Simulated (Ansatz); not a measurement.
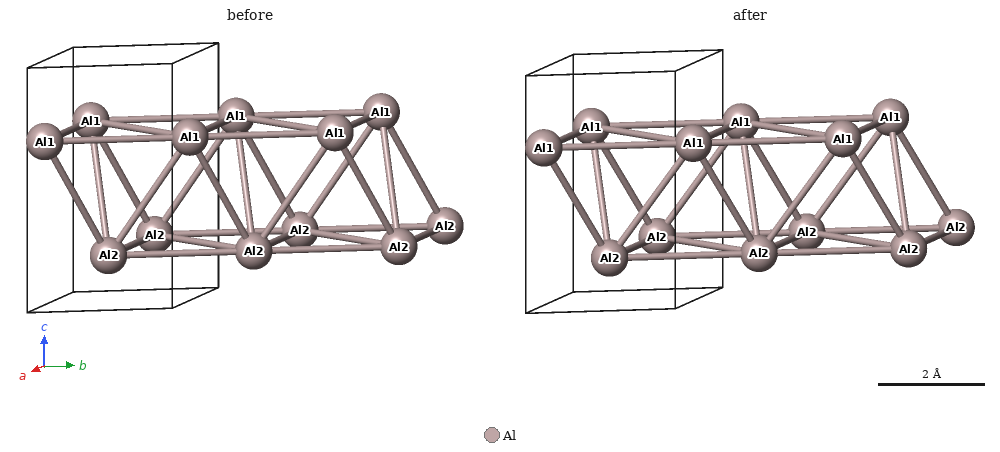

Left: a crystal of Al (set up in P6_3/mmc). Right: the same structure after one change, at the same scale. The picture is a ball-and-stick view of the cell of the calculation, repeated 2 × 3 × 1 with one cell outlined, seen slightly off an axis.

Method: DFT PBE+D3(BJ), scalar-relativistic, plane waves, PAW (Ansatz 0.2.0). Settings: plane-wave cutoff 420 eV; k-point mesh 24 × 24 × 12; occupations gaussian; smearing width 0.1 eV; no spin polarisation.

**What distinguishes the right structure from the left one?**

Biaxial strain in the a–b plane, +3.0 %, is applied. The c axis and the atoms are relaxed.

**What does the change do?**

The volume changes by +3.0 %, with a = b 2.804 → 2.888 Å (+3.0 %), c 4.676 → 4.540 Å (−2.9 %). No atom moves by more than 0.005 Å relative to the cell. Near-neighbour distances before and after: Al–Al 2.804 → 2.888 Å, Al–Al 2.844 → 2.817 Å. The space group stays P6_3/mmc (No. 194). The energy rises by 11.6 meV per atom. Pressure: 0.0 GPa before, −2.1 GPa after. The principal stresses (compression positive) are 0.0 GPa along c and −3.2 GPa across it. It is metallic before and after.
